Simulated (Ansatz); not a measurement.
Geometry relaxation, with input and output: TiAl₃ (part 2 of 2)

Continued. System: TiAl₃ (I4/mmm, 4 atoms in the cell). Method: DFT PBEsol, scalar-relativistic, plane waves, PAW, no spin polarisation (Ansatz 0.2.0); cutoff 420 eV, 16×16×16 k-mesh, Gaussian smearing of 0.1 eV. The structure derives from a Materials Project entry. It belongs to a series of runs on one base structure; here: relaxed again under DFT PBEsol, scalar-relativistic, plane waves, PAW.

Geometry of the input (Å; fractional positions):
```
-1.9227  1.9227  4.3114
1.9227  -1.9227  4.3114
1.9227  1.9227  -4.3114
Ti 0.0000  0.0000  0.0000
Al 0.5000  0.5000  0.0000
Al 0.7500  0.2500  0.5000
Al 0.2500  0.7500  0.5000
```

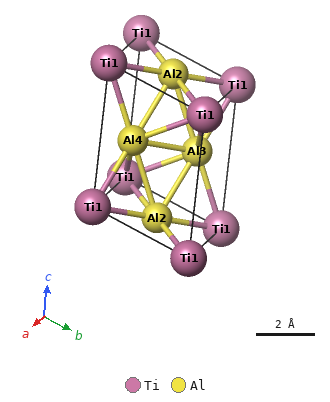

The geometry at step 2 of the log (ball-and-stick view of the reduced cell, seen slightly off an axis; atoms are numbered from 1 in the order of the input).

## What the program printed, continued
```
SCF iter   1: F=—  HF=-4049.163027 eV  |F-HF|=—  |Δ(HF+E_count)|=         —  Δρ=2.50e-5  dr2=4.23e-7  ethr=1.54e-9  ⟨swp⟩=2.0  Hψ=32131  notcnv=0
preconditioner: auto → Kerker (q_TF=auto, 2.276 Å⁻¹)  [metal: Δε(μ)=0.008 eV  Ē_g=5.555 eV  σ=0.100 eV  W_gap=0.05  n_scr=10 (ndim 8)  ℏωp=17.0 eV  f_vac=0.000  D(μ)=1.71/eV (n_scr^D=10)]
SCF iter   2: F=—  HF=-4049.163033 eV  |F-HF|=—  |Δ(HF+E_count)|=   5.86e-6  Δρ=1.44e-5  dr2=1.50e-7  ethr=1.54e-9  ⟨swp⟩=1.0  Hψ=5235  notcnv=0
iter 3 did not close the SCF: its close was put off for the readings that it lacked (scf_convergence_deferred on its scf_iter line)
SCF iter   3: F=-4049.163033 eV  HF=-4049.163033 eV  |F-HF|=2.57e-9  |Δ(HF+E_count)|=   5.58e-8  Δρ=2.30e-6  dr2=4.17e-9  ethr=7.12e-10  ⟨swp⟩=2.5  Hψ=7462  notcnv=0
iter 4 did not close the SCF: its close was put off for the readings that it lacked (scf_convergence_deferred on its scf_iter line)
SCF iter   4: F=-4049.163033 eV  HF=-4049.163033 eV  |F-HF|=9.87e-11  |Δ(HF+E_count)|=   1.63e-9  Δρ=4.79e-7  dr2=1.32e-10  ethr=1.99e-11  ⟨swp⟩=2.5  Hψ=7971  notcnv=0
iter 5 did not close the SCF: its close was put off for the readings that it lacked (scf_convergence_deferred on its scf_iter line)
SCF iter   5: F=-4049.163033 eV  HF=-4049.163033 eV  |F-HF|=9.55e-12  |Δ(HF+E_count)|=  5.68e-11  Δρ=1.36e-7  dr2=1.27e-11  ethr=1.00e-12  ⟨swp⟩=2.5  Hψ=7395  notcnv=0
SCF iter   6: F=-4049.163033 eV  HF=-4049.163033 eV  |F-HF|=1.82e-12  |Δ(HF+E_count)|=  1.82e-12  Δρ=2.59e-8  dr2=2.86e-13  ethr=1.00e-12  ⟨swp⟩=1.0  Hψ=11866  notcnv=0
SCF 4 converged in 6 iterations: F = -4049.163033 eV  dr2 = 2.86e-13
relax step   4: F+E_penalty+E_count = -4049.16303315 eV  Δ(F+E_penalty+E_count) = -1.370e-5 eV  max|allowed force component| = 1.735e-18 eV/Å  Δτ_max = 0.0000 Å  P = -0.001 GPa  Ω = 62.271 Å³  energy of the carried Pulay correction = +4.479e-4 eV  (6 SCF iters, dr2 threshold 1.94e-8 eV, accepted)
Initial wavefunctions: pseudopotential atomic-orbital guess (no wavefunctions were taken with the density)
iter 1 solved again at ethr=8.14e-8 eV; its pass at ethr=3.10e-3 eV (dr2=1.71e-5 eV) is discarded
SCF iter   1: F=—  HF=-4049.162636 eV  |F-HF|=—  |Δ(HF+E_count)|=         —  Δρ=1.70e-5  dr2=2.34e-8  ethr=8.14e-8  ⟨swp⟩=2.6  Hψ=43097  notcnv=0
SCF iter   2: F=—  HF=-4049.162642 eV  |F-HF|=—  |Δ(HF+E_count)|=   6.36e-6  Δρ=8.84e-6  dr2=5.06e-9  ethr=1.11e-10  ⟨swp⟩=2.4  Hψ=7271  notcnv=0
SCF iter   3: F=—  HF=-4049.162642 eV  |F-HF|=—  |Δ(HF+E_count)|=   1.22e-8  Δρ=7.64e-7  dr2=7.56e-11  ethr=2.41e-11  ⟨swp⟩=2.7  Hψ=7631  notcnv=0
iter 4 did not close the SCF: its close was put off for the readings that it lacked (scf_convergence_deferred on its scf_iter line)
SCF iter   4: F=-4049.162642 eV  HF=-4049.162642 eV  |F-HF|=3.64e-12  |Δ(HF+E_count)|=  9.60e-11  Δρ=9.68e-8  dr2=7.18e-12  ethr=1.00e-12  ⟨swp⟩=1.0  Hψ=5235  notcnv=0
iter 5 did not close the SCF: its close was put off for the readings that it lacked (scf_convergence_deferred on its scf_iter line)
SCF iter   5: F=-4049.162642 eV  HF=-4049.162642 eV  |F-HF|=0.00e0  |Δ(HF+E_count)|=  4.55e-13  Δρ=1.27e-8  dr2=8.58e-14  ethr=1.00e-12  ⟨swp⟩=1.0  Hψ=5235  notcnv=0
iter 6 did not close the SCF: its close was put off for the readings that it lacked (scf_convergence_deferred on its scf_iter line)
SCF iter   6: F=-4049.162642 eV  HF=-4049.162642 eV  |F-HF|=0.00e0  |Δ(HF+E_count)|=    0.00e0  Δρ=3.39e-9  dr2=1.26e-14  ethr=1.00e-12  ⟨swp⟩=1.0  Hψ=5235  notcnv=0
iter 7 did not close the SCF: its close was put off for the readings that it lacked (scf_convergence_deferred on its scf_iter line)
SCF iter   7: F=-4049.162642 eV  HF=-4049.162642 eV  |F-HF|=4.55e-13  |Δ(HF+E_count)|=  4.55e-13  Δρ=7.11e-10  dr2=3.02e-16  ethr=1.00e-12  ⟨swp⟩=1.0  Hψ=5235  notcnv=0
SCF iter   8: F=-4049.162642 eV  HF=-4049.162642 eV  |F-HF|=9.09e-13  |Δ(HF+E_count)|=  4.55e-13  Δρ=9.11e-11  dr2=5.38e-18  ethr=1.00e-12  ⟨swp⟩=1.0  Hψ=11866  notcnv=0
SCF 5 converged in 8 iterations: F = -4049.162642 eV  dr2 = 5.38e-18
relax step   5: F+E_penalty+E_count = -4049.16264228 eV  Δ(F+E_penalty+E_count) = +3.909e-4 eV  max|allowed force component| = 2.954e-31 eV/Å  Δτ_max = 0.0000 Å  P = -0.014 GPa  Ω = 62.271 Å³  stress off target by 1.42e-2 GPa  SCF on the basis re-selected at this cell (its energy is not comparable with the rows above)  (8 SCF iters)
basis re-selected at this cell: Δ(F+E_penalty+E_count) = +3.909e-4 eV, ΔP = -0.013 GPa vs the last step (what re-selecting the basis moved, of the pressure what is left beyond the Pulay correction that the steps carried, after the strain that the cell walked since its last selection, with what the two solves' SCF thresholds leave and, on support functions, any second-order correction that the steps lacked; it is no measure of the basis error at this ecutwfc). This SCF's stress stands 1.42e-2 GPa from its target on what of the cell is left free (relax.cell.stress_tol is 5.00e-2 GPa) and its largest allowed force component is 2.95e-31 eV/Å (relax.f_tol is 5.00e-3 eV/Å): within both
SCF converged after 8 iterations
Free energy (F): -4049.162642 eV
Harris-Foulkes:  -4049.162642 eV  (|F-HF|=9.09e-13)
Internal energy: -4049.154087 eV  (E = F + TS)
E sigma→0 (E₀):  -4049.158364 eV
Entropy (-TS):   -0.008556 eV (-2.139 meV/atom)
Fermi energy:    9.676330 eV
--- Per-component energies (eV) ---
  E_band       = -149.318082
  E_kinetic    = 344.631521
  E_local      = -1186.823780  (includes V_loc(G=0)·N_el)
  E_nonlocal   = 41.854371
  E_hartree    = 522.494958
  E_xc         = -216.680000
  E_vxc        = -211.267389  (∫ρ·V_xc dr)
  E_paw        = -2387.819489  (= ΣΔE_a)
  E_vpaw       = -182.702826  (= ΣTr[D̂ρ^β])
  E_aug_tail   = 0.000104  (compensation charges beyond the density's cutoff)
  E_ewald      = -1167.008573
  E_core_change = 0.196801  (= ΣΔE_core)
  E_smearing   = -0.008556  (= −TS)
  E_closure    = 0.000000  (closes the sum)
  Σ components = -4049.162642   (vs F -4049.162642, Δ=0.00e0)
--- Forces (eV/Å), atoms counted from 1 ---
  atom   1  Ti    -0.00000000     0.00000000     0.00000000
  atom   2  Al    -0.00000000     0.00000000    -0.00000000
  atom   3  Al     0.00000000     0.00000000     0.00000000
  atom   4  Al     0.00000000     0.00000000     0.00000000
  max |Σ_I F_I| component: 3.96e-31 eV/Å
--- Stress (GPa, compression-positive) ---
       -0.014229       0.000000      -0.000000
        0.000000      -0.014229       0.000000
        0.000000       0.000000      -0.013764
  P = ⅓ Tr σ = -0.0141 GPa (-0.141 kbar)
--- Band table (eV; the first three rows and the last of 349) ---
  k-point 0: bands = ["-46.4966", "-22.9236", "-22.9236", "-22.8465", "-0.4622", "6.7970", "7.0410", "8.2386", "8.4416", "8.4416", "10.5232", "11.4385", "11.4385", "11.8995", "12.1825"]
  k-point 1: bands = ["-46.4965", "-22.9248", "-22.9246", "-22.8463", "-0.3800", "6.8668", "6.9897", "8.1510", "8.1876", "8.4409", "10.1381", "11.5275", "11.5648", "11.7623", "12.4174"]
  k-point 2: bands = ["-46.4962", "-22.9279", "-22.9273", "-22.8459", "-0.1352", "6.8484", "7.0644", "7.6185", "7.9351", "8.4366", "9.3685", "11.5983", "11.7190", "11.7218", "12.7554"]
  k-point 348: bands = ["-46.4966", "-22.9239", "-22.9239", "-22.8497", "1.1678", "2.0624", "7.6513", "8.7654", "8.7654", "9.4253", "10.3820", "10.3820", "10.6444", "12.7459", "14.4980"]
--- Relaxed structure (4 steps of the walk, 4 accepted, 1 SCFs on fresh bases) ---
  F+E_penalty+E_count = -4049.16264228 eV   max|allowed force component| = 2.954e-31 eV/Å   (the final SCF, on the basis selected at the relaxed cell)
  cell:  # Å, volume = 62.2713 Å³
    - [-1.9078978039420436, 1.9078978039420436, 4.276791217177087]
    - [1.9078978039420436, -1.9078978039420436, 4.276791217177087]
    - [1.9078978039420436, 1.9078978039420436, -4.276791217177087]
  atoms:
    - { symbol: Ti, position: [2.7126205231092442e-36, 1.0000333790902997e-35, 2.592273846933348e-36] }
    - { symbol: Al, position: [0.5, 0.5, 5.932103561369597e-35] }
    - { symbol: Al, position: [0.75, 0.24999999999999997, 0.49999999999999994] }
    - { symbol: Al, position: [0.24999999999999997, 0.75, 0.49999999999999994] }
```

## Trajectory as extended XYZ (Å, eV, eV/Å), 5 frames, from step=1 to step=5
```
4
Lattice="-1.9227 1.9227 4.3114 1.9227 -1.9227 4.3114 1.9227 1.9227 -4.3114" Properties=species:S:1:pos:R:3:forces:R:3 step=1 energy=-4049.15076 pressure_GPa=-2.51
Ti    0.0000    0.0000    0.0000    0.0000   0.0000   0.0000
Al    0.0000    0.0000    4.3114    0.0000   0.0000   0.0000
Al    0.0000    1.9227    2.1557    0.0000   0.0000   0.0000
Al    1.9227    0.0000    2.1557    0.0000   0.0000   0.0000
4
Lattice="-1.9039 1.9039 4.2456 1.9039 -1.9039 4.2456 1.9039 1.9039 -4.2456" Properties=species:S:1:pos:R:3:forces:R:3 step=2 energy=-4049.15977 pressure_GPa=1.30
Ti    0.0000    0.0000    0.0000    0.0000   0.0000   0.0000
Al    0.0000    0.0000    4.2456    0.0000   0.0000   0.0000
Al    0.0000    1.9039    2.1228    0.0000   0.0000   0.0000
Al    1.9039    0.0000    2.1228    0.0000   0.0000   0.0000
4
Lattice="-1.9079 1.9079 4.2784 1.9079 -1.9079 4.2784 1.9079 1.9079 -4.2784" Properties=species:S:1:pos:R:3:forces:R:3 step=3 energy=-4049.16302 pressure_GPa=-0.04
Ti    0.0000    0.0000    0.0000    0.0000   0.0000   0.0000
Al    0.0000    0.0000    4.2784    0.0000   0.0000   0.0000
Al    0.0000    1.9079    2.1392    0.0000   0.0000   0.0000
Al    1.9079    0.0000    2.1392    0.0000   0.0000   0.0000
4
Lattice="-1.9079 1.9079 4.2768 1.9079 -1.9079 4.2768 1.9079 1.9079 -4.2768" Properties=species:S:1:pos:R:3:forces:R:3 step=4 energy=-4049.16303 pressure_GPa=-0.00
Ti    0.0000    0.0000    0.0000    0.0000   0.0000   0.0000
Al    0.0000    0.0000    4.2768    0.0000   0.0000   0.0000
Al    0.0000    1.9079    2.1384    0.0000   0.0000   0.0000
Al    1.9079    0.0000    2.1384    0.0000   0.0000   0.0000
4
Lattice="-1.9079 1.9079 4.2768 1.9079 -1.9079 4.2768 1.9079 1.9079 -4.2768" Properties=species:S:1:pos:R:3:forces:R:3 step=5 energy=-4049.16264 pressure_GPa=-0.01
Ti    0.0000    0.0000    0.0000    0.0000   0.0000   0.0000
Al    0.0000    0.0000    4.2768    0.0000   0.0000   0.0000
Al    0.0000    1.9079    2.1384    0.0000   0.0000   0.0000
Al    1.9079    0.0000    2.1384    0.0000   0.0000   0.0000
```

## Key numbers

| quantity | value |
| --- | --- |
| outcome | converged |
| space group (tolerance 0.01 Å) | I4/mmm (139) |
| electrons treated | 21 |
| free energy | −4049.1626 eV |
| Fermi energy | 9.676 eV |
| gap on the k-point mesh | none (metallic) |
| pressure | −0.01 GPa |
| final volume | 62.27 Å³ |
| largest force (length of the vector) at the end | under 0.001 eV/Å |
| final cell | a = 5.057 Å, b = 5.057 Å, c = 5.057 Å, α = 135.67°, β = 135.67°, γ = 64.49° |
| hardware | 1 thread of Arm Neoverse V1, 24 GiB of memory available, shared host |
| wall time | 1.7 min |
| peak memory | 0.6 GiB |
